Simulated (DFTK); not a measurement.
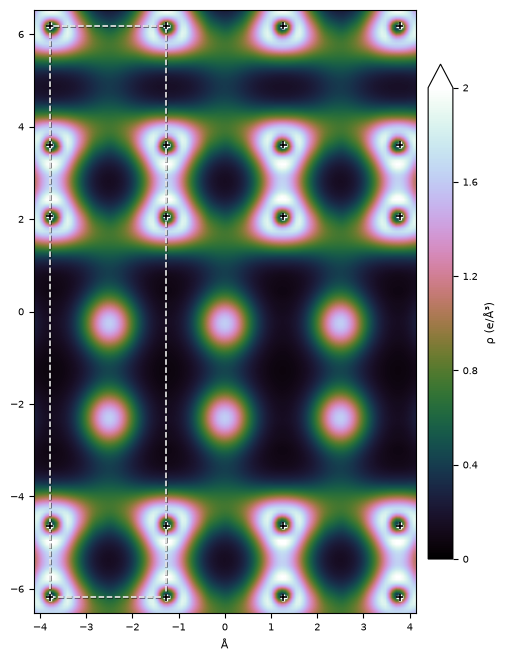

The valence pseudo-density on a plane through atoms (crosses mark nuclei in the plane).

Computed with Kohn-Sham DFT of a periodic cell, PBE, dojo.nc.sr.PBE.v0_4_1.standard.upf in DFTK 0.8.2.

Candidates:
A. TaN, a = 4.42 Å, b = 4.42 Å, c = 4.42 Å, α = 90.00°, β = 90.00°, γ = 90.00°. Space group Fm-3m; a structure from a database of computed crystals, not necessarily the ambient phase.
B. C, a = 2.52 Å, b = 2.52 Å, c = 12.36 Å, α = 90.00°, β = 90.00°, γ = 120.00°. Space group P6₃/mmc; not relaxed (largest force 0.3 eV/Å); computed pressure about 2 GPa in this cell.
C. SiC, a = 3.08 Å, b = 3.08 Å, c = 5.05 Å, α = 90.00°, β = 90.00°, γ = 120.00°. Space group P6₃mc; not relaxed (largest force 0.8 eV/Å); computed pressure about 4 GPa in this cell.

### Which system is this?

Candidate B: C on the (010) plane of the conventional cell, which holds C. C–C (1.54 Å): the density is about 1.6 e/Å³ at the midpoint.
